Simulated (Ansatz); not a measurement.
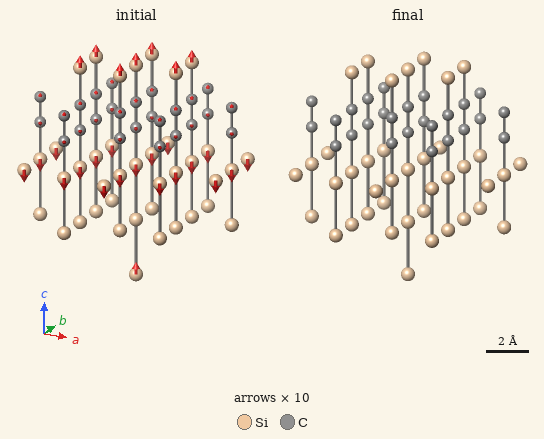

The structure of crystalline Si₃C₂ (a generated structure, set up in P6/mmm) before (left) and after (right) a relaxation, at one scale. The red arrows give the displacements (the part carried along by the change of the cell is left out), magnified 10 times.

The picture is a ball-and-stick view of the atoms within 5.8 Å of the atom that moves most (axes of the cell of the calculation), seen slightly off an axis.

Method: DFT PBE, scalar-relativistic, plane waves, PAW in Ansatz 0.2.0.

The input:
```yaml
crystal:
  lattice:
    - [2.7579483394, 0.0, 0.0]
    - [-1.3789741697, 2.3884533242, 0.0]
    - [0.0, 0.0, 10.226688105]
  atoms:
    - { symbol: Si, position: [0.0, 0.0, 0.7620955146] }
    - { symbol: Si, position: [0.0, 0.0, 0.2379044854] }
    - { symbol: Si, position: [0.0, 0.0, 0.5] }
    - { symbol: C, position: [0.0, 0.0, 0.9395726923] }
    - { symbol: C, position: [0.0, 0.0, 0.0604273077] }
basis:
  ecutwfc: 420
kpoints:
  mp_grid: { grid: [18, 18, 4] }
hamiltonian:
  xc: pbe
scf:
  occupations: { method: gaussian, width: 0.1 }
output:
  forces: true
  stress: true
  eigenvalues: true
  write_density: true
  write_potential: true
  elf: true
  volumetric_format: npy
relax:
  adjacent_minimum: "off"
  f_tol: 0.01
  max_steps: 80
  cell: { stress_tol: 0.05 }
```

Command:
```bash
ansatz run input.yaml --threads 1 --pin off --max-ram 2560MiB --backend cpu --events-out ev --progress --plain --runs-dir out
```

**What changed between the two?**

The largest moves relative to the cell, 0.062 Å, are those of Si1 and Si2. Si1 goes along −c. By element the largest moves are Si 0.062 Å, C 0.018 Å. Cell: a = b 2.758 → 2.771 Å (+0.5 %), c 10.227 → 9.995 Å (−2.3 %). Volume −1.4 %. Among the contacts that change: Si1–Si3 2.680 → 2.558 Å, C4–C5 1.236 → 1.245 Å. The space group stays P6/mmm (No. 191). After 6 accepted moves (8 points after the start) the energy has fallen by 7.1 meV per atom. Largest force component: 0.67 eV/Å at the start, 0.00011 eV/Å at the end. The pressure goes from 0.03 to 0.00 GPa. At 2 points the geometry stayed and the basis and grid were re-selected for the new cell (energy shift of 0.1 meV per atom at most each time).
